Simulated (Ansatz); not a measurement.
**Two runs on TiAl3**

System: TiAl3 (Pmm2, 4 atoms in the cell).
Method of the first run: DFT r2SCAN, scalar-relativistic, plane waves, PAW, no spin polarisation (Ansatz 0.2.0).

The structure derives from a Materials Project entry. Text and figures count atoms from 1; the logs count them from 0 in places.

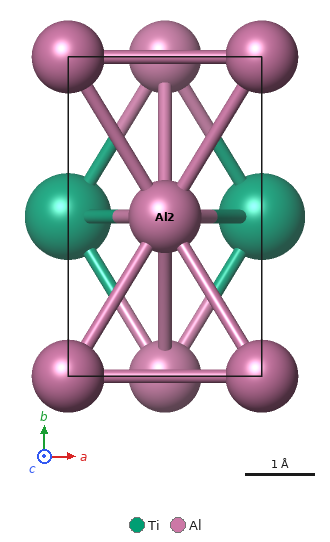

The structure as given in the input (ball-and-stick view of the cell of the calculation, along the c axis; atoms are numbered from 1 in the order of the input). An atom can appear more than once, as a periodic image. Near neighbours in the periodic cell (some may lie outside the picture): Ti has 10 Al at 2.83 to 2.85 Å and 2 Ti at 2.84 Å; Al has 8 Al at 2.81 to 2.86 Å and 4 Ti at 2.83 to 2.85 Å; Al has 10 Al at 2.81 to 2.86 Å and 2 Ti at 2.85 Å.

## The input, the first run
```yaml
crystal:
  lattice:
    - [2.839677, 0.0, 0.0]
    - [0.0, 4.681264, 0.0]
    - [0.0, 0.0, 4.900742]
  atoms:
    - { symbol: Ti, position: [0.0, 0.5, 0.165916] }
    - { symbol: Al, position: [0.5, 0.5, 0.667271] }
    - { symbol: Al, position: [0.5, 0.0, 0.330912] }
    - { symbol: Al, position: [0.0, 0.0, 0.8359] }
basis:
  ecutwfc: 500
kpoints:
  mp_grid: { grid: [14, 10, 10] }
hamiltonian:
  xc: r2scan
scf:
  occupations: { method: gaussian, width: 0.1 }
output:
  forces: true
  stress: true
  eigenvalues: true
  populations: true
  write_density: true
  write_potential: true
  elf: true
  volumetric_format: npy
```

Command:
```bash
ansatz run input.yaml --threads 1 --pin off --max-ram 2560MiB --backend cpu --events-out ev --progress --plain --runs-dir out
```

Hardware: 1 thread of Intel Xeon @ 2.50GHz (Skylake/Cascade Lake), 189 GiB of memory available, shared host.

## Output, shortened to warnings, some set-up lines, iterations and results (the first run)
```
Basis set: ecut = 500 eV, 1651 PW (Γ), exchange–correlation on 96×144×144 points (64 copies of the dense FFT grid, shifted against one another)
Symmetry: 4 space group operations
k-points: 288 of 1400 (time reversal used)
Initial density: superposition of atomic densities (neutral atoms: chi_scale 0, normalization atom), corrected by the library's trained network
[...]
SCF iter   1: F=—  HF=-4126.608883 eV  |F-HF|=—  |Δ(HF+E_count)|=         —  Δρ=1.09e-2  dr2=1.12e-1  dr2_τ=2.39e-2  ethr=1.77e-3  ⟨swp⟩=5.6  Hψ=25432  notcnv=0
SCF iter   2: F=—  HF=-4126.646897 eV  |F-HF|=—  |Δ(HF+E_count)|=   3.80e-2  Δρ=5.09e-3  dr2=2.82e-2  dr2_τ=2.90e-3  ethr=5.35e-4  ⟨swp⟩=2.9  Hψ=10786  notcnv=0  defer=31
SCF iter   3: F=—  HF=-4126.644688 eV  |F-HF|=—  |Δ(HF+E_count)|=   2.21e-3  Δρ=2.48e-3  dr2=5.22e-3  dr2_τ=8.72e-5  ethr=1.34e-4  ⟨swp⟩=2.0  Hψ=6031  notcnv=0  defer=31
SCF iter   4: F=—  HF=-4126.644049 eV  |F-HF|=—  |Δ(HF+E_count)|=   6.39e-4  Δρ=2.92e-4  dr2=6.96e-5  dr2_τ=5.62e-6  ethr=2.49e-5  ⟨swp⟩=2.5  Hψ=6044  notcnv=0  defer=31
SCF iter   5: F=—  HF=-4126.644041 eV  |F-HF|=—  |Δ(HF+E_count)|=   7.99e-6  Δρ=8.76e-5  dr2=5.34e-6  dr2_τ=3.40e-7  ethr=3.31e-7  ⟨swp⟩=2.3  Hψ=7107  notcnv=0  defer=31
SCF iter   6: F=—  HF=-4126.644040 eV  |F-HF|=—  |Δ(HF+E_count)|=   8.02e-7  Δρ=1.98e-5  dr2=3.46e-7  dr2_τ=1.65e-8  ethr=2.54e-8  ⟨swp⟩=2.4  Hψ=5956  notcnv=0  defer=31
SCF iter   7: F=-4126.644040 eV  HF=-4126.644040 eV  |F-HF|=1.46e-8  |Δ(HF+E_count)|=   3.75e-8  Δρ=4.21e-6  dr2=1.87e-8  dr2_τ=6.81e-10  ethr=4.76e-10  ⟨swp⟩=8.9  Hψ=26756  …
SCF 1 converged in 7 iterations: F = -4126.644040 eV  dr2 = 1.87e-8
SCF converged after 7 iterations
Free energy (F): -4126.644040 eV
Harris-Foulkes:  -4126.644040 eV  (|F-HF|=1.46e-8)
Internal energy: -4126.631157 eV  (E = F + TS)
E sigma→0 (E₀):  -4126.637599 eV
Entropy (-TS):   -0.012884 eV (-3.221 meV/atom)
Fermi energy:    9.362756 eV
--- Per-component energies (eV) ---
  E_band       = -173.121307
  E_kinetic    = 342.702605
  E_local      = -1287.007994  (includes V_loc(G=0)·N_el)
  E_nonlocal   = 37.083967
  E_hartree    = 569.647565
  E_xc         = -203.567264
  E_vxc        = -226.852971  (∫ρ·V_xc dr)
  E_paw        = -2476.636997  (= ΣΔE_a)
  E_vpaw       = -191.100196  (= ΣTr[D̂ρ^β])
  E_aug_tail   = 0.000090  (compensation charges beyond the density's cutoff)
  E_vtau       = 12.763636  (kinetic-family band-sum trace: ∫τ·v_τ [+ j·A + Jᵃ·Aᵃ] dr)
  E_ewald      = -1108.419348
  E_core_change = -0.433781  (= ΣΔE_core)
  E_smearing   = -0.012884  (= −TS)
  E_closure    = 0.000000  (closes the sum)
  Σ components = -4126.644040   (vs F -4126.644040, Δ=0.00e0)
--- Forces (eV/Å), atoms counted from 1 ---
  atom   1  Ti     0.00000000     0.00000000    -0.01757233
  atom   2  Al     0.00000000     0.00000000    -0.01961501
  atom   3  Al     0.00000000     0.00000000     0.04021279
  atom   4  Al     0.00000000     0.00000000    -0.00305697
  max |Σ_I F_I| component: 3.15e-5 eV/Å
--- Stress (GPa, compression-positive) ---
       -3.671998       0.000000       0.000000
        0.000000      -1.590378       0.000000
        0.000000       0.000000      -1.248017
  P = ⅓ Tr σ = -2.1701 GPa (-21.701 kbar)
--- Löwdin populations: 4 sites ---
  site symbol       q [e]
     0     Ti     11.4561
     1     Al      3.1727
     2     Al      3.1791
     3     Al      2.9902
  spilling = 0.009615 (of n_electrons = 21.000000)
```

The input of the second run differs as follows (lines with − go, lines with + come):
```diff
-  mp_grid: { grid: [14, 10, 10] }
+  mp_grid: { grid: [6, 4, 4] }
-  populations: true
-  write_density: true
-  write_potential: true
-  elf: true
-  volumetric_format: npy
```

What does this change do to the results?

The free energy of the second run is 7.7 meV per atom lower, which measures how much it depends on this numerical setting. The largest force goes from 0.040 to 0.062 eV/Å. The number of SCF iterations is the same. The irreducible k-points go from 288 to 36. On the same kind of shared host the second run took about 0.11 times as long.

## Output, shortened to warnings, some set-up lines, iterations and results (the second run)
```
Basis set: ecut = 500 eV, 1651 PW (Γ), exchange–correlation on 96×144×144 points (64 copies of the dense FFT grid, shifted against one another)
Symmetry: 4 space group operations
k-points: 36 of 96 (time reversal used)
Initial density: superposition of atomic densities (neutral atoms: chi_scale 0, normalization atom), corrected by the library's trained network
[...]
SCF iter   1: F=—  HF=-4126.638342 eV  |F-HF|=—  |Δ(HF+E_count)|=         —  Δρ=1.07e-2  dr2=1.02e-1  dr2_τ=2.38e-2  ethr=1.77e-3  ⟨swp⟩=5.8  Hψ=3205  notcnv=0
SCF iter   2: F=—  HF=-4126.677661 eV  |F-HF|=—  |Δ(HF+E_count)|=   3.93e-2  Δρ=5.09e-3  dr2=2.90e-2  dr2_τ=2.75e-3  ethr=4.84e-4  ⟨swp⟩=2.3  Hψ=1301  notcnv=0  defer=3
SCF iter   3: F=—  HF=-4126.675521 eV  |F-HF|=—  |Δ(HF+E_count)|=   2.14e-3  Δρ=2.50e-3  dr2=4.94e-3  dr2_τ=8.62e-5  ethr=1.38e-4  ⟨swp⟩=2.0  Hψ=730  notcnv=0  defer=3
SCF iter   4: F=—  HF=-4126.674981 eV  |F-HF|=—  |Δ(HF+E_count)|=   5.40e-4  Δρ=2.98e-4  dr2=7.57e-5  dr2_τ=7.43e-6  ethr=2.35e-5  ⟨swp⟩=2.6  Hψ=753  notcnv=0  defer=3
SCF iter   5: F=—  HF=-4126.674979 eV  |F-HF|=—  |Δ(HF+E_count)|=   2.13e-6  Δρ=9.75e-5  dr2=7.22e-6  dr2_τ=4.24e-7  ethr=3.60e-7  ⟨swp⟩=2.3  Hψ=894  notcnv=0  defer=3
SCF iter   6: F=—  HF=-4126.674978 eV  |F-HF|=—  |Δ(HF+E_count)|=   8.03e-7  Δρ=2.41e-5  dr2=5.64e-7  dr2_τ=2.37e-8  ethr=3.44e-8  ⟨swp⟩=2.3  Hψ=748  notcnv=0  defer=3
SCF iter   7: F=-4126.674978 eV  HF=-4126.674978 eV  |F-HF|=1.06e-8  |Δ(HF+E_count)|=   6.17e-8  Δρ=4.34e-6  dr2=1.65e-8  dr2_τ=7.19e-10  ethr=4.76e-10  ⟨swp⟩=5.3  Hψ=2379  …
SCF 1 converged in 7 iterations: F = -4126.674978 eV  dr2 = 1.65e-8
SCF converged after 7 iterations
Free energy (F): -4126.674978 eV
Harris-Foulkes:  -4126.674978 eV  (|F-HF|=1.06e-8)
Internal energy: -4126.660383 eV  (E = F + TS)
E sigma→0 (E₀):  -4126.667681 eV
Entropy (-TS):   -0.014595 eV (-3.649 meV/atom)
Fermi energy:    9.465669 eV
--- Per-component energies (eV) ---
  E_band       = -173.131601
  E_kinetic    = 342.647421
  E_local      = -1286.946012  (includes V_loc(G=0)·N_el)
  E_nonlocal   = 37.025216
  E_hartree    = 569.651062
  E_xc         = -203.574806
  E_vxc        = -226.858245  (∫ρ·V_xc dr)
  E_paw        = -2476.610225  (= ΣΔE_a)
  E_vpaw       = -191.057281  (= ΣTr[D̂ρ^β])
  E_aug_tail   = 0.000090  (compensation charges beyond the density's cutoff)
  E_vtau       = 12.759610  (kinetic-family band-sum trace: ∫τ·v_τ [+ j·A + Jᵃ·Aᵃ] dr)
  E_ewald      = -1108.419348
  E_core_change = -0.433781  (= ΣΔE_core)
  E_smearing   = -0.014595  (= −TS)
  E_closure    = 0.000000  (closes the sum)
  Σ components = -4126.674978   (vs F -4126.674978, Δ=0.00e0)
--- Forces (eV/Å), atoms counted from 1 ---
  atom   1  Ti     0.00000000     0.00000000    -0.02191488
  atom   2  Al     0.00000000     0.00000000    -0.03520324
  atom   3  Al     0.00000000     0.00000000    -0.00481818
  atom   4  Al     0.00000000     0.00000000     0.06189432
  max |Σ_I F_I| component: 4.20e-5 eV/Å
--- Stress (GPa, compression-positive) ---
       -3.600679       0.000000       0.000000
        0.000000      -2.512936       0.000000
        0.000000       0.000000      -0.470391
  P = ⅓ Tr σ = -2.1947 GPa (-21.947 kbar)
```

## The two runs side by side

```csv
quantity,the first run,the second run
outcome,converged,converged
free energy per atom (eV),−1031.6610,−1031.6687
"energy per atom, smearing taken to zero (eV)",−1031.6594,−1031.6669
gap on the mesh (eV),0.00,0.00
pressure (GPa),−2.17,−2.19
largest force (eV/Å),0.040,0.062
SCF iterations,7,7
irreducible k-points,288,36
plane waves at Γ,1651,1651
wall time (shared host),2.4 min,16 s
```
